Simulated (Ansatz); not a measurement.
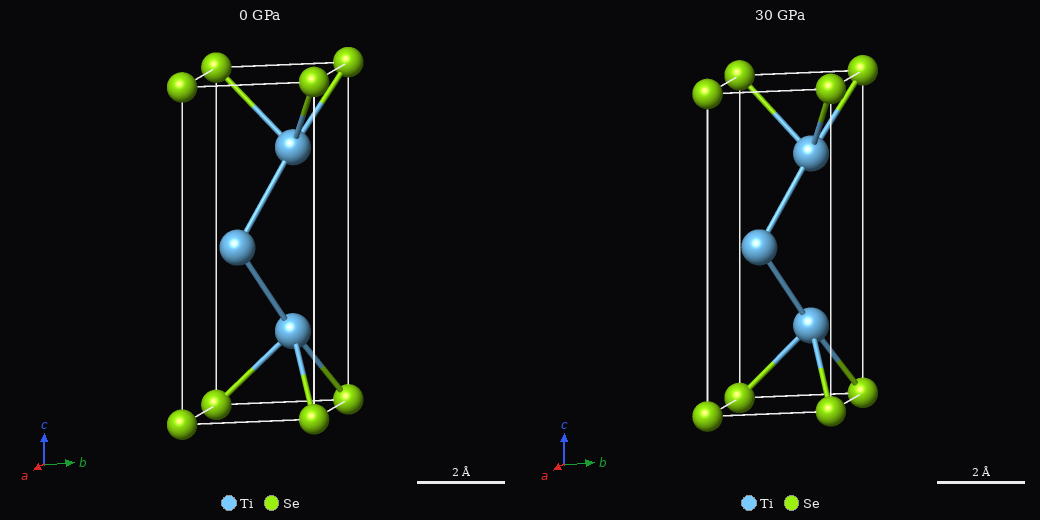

Ti3Se, space group P-6m2 (No. 187), relaxed (cell and atoms) under a series of hydrostatic pressures; the conventional cell is drawn at the lowest and the highest, to one scale (sticks follow a distance rule). The start was a structure listed in the Materials Project. It needn't be the stable form of this composition.

Alike in all runs: Ansatz 0.2.0; functional PBEsol; potentials Ansatz PAW; cutoff 420 eV; k mesh 10 × 10 × 4 on the run's cell of 4 atoms; occupations fermi-dirac, width 0.05 eV; no spin polarisation; no spin-orbit coupling.

| pressure (GPa) | volume (Å³/atom) | a (Å) | c (Å) |
| --- | --- | --- | --- |
| 0.0 | 16.899 | 3.152 | 7.854 |
| 2.0 | 16.623 | 3.133 | 7.822 |
| 5.0 | 16.247 | 3.106 | 7.778 |
| 10.0 | ? | ? | ? |
| 20.0 | 14.813 | 3.000 | 7.601 |
| 30.0 | 14.113 | 2.946 | 7.511 |

**What equation of state do the given rows imply, and what volume does it predict for the missing row?**

The fit gives V0 = 16.90 Å³/atom, B0 = 119 GPa and B0′ = 3.8, which puts the volume at 10.0 GPa at 15.70 Å³/atom. The run gave volume 15.700 Å³/atom; a 3.066 Å; c 7.713 Å.

**Which axis yields most up to 30 GPa?**

The a axis: a −6.5 %, c −4.4 %, against −16.5 % in volume.

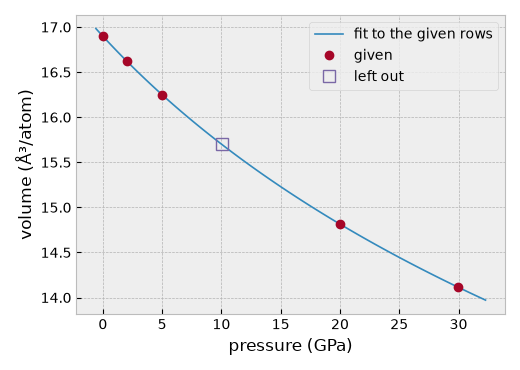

Volume against pressure, with the fit. The structure was kept in its own symmetry, so a change to another phase within this range wouldn't be seen.

Caveat: the plane-wave basis is chosen anew once the cell has moved, so the energies of steps on either side of that aren't comparable.
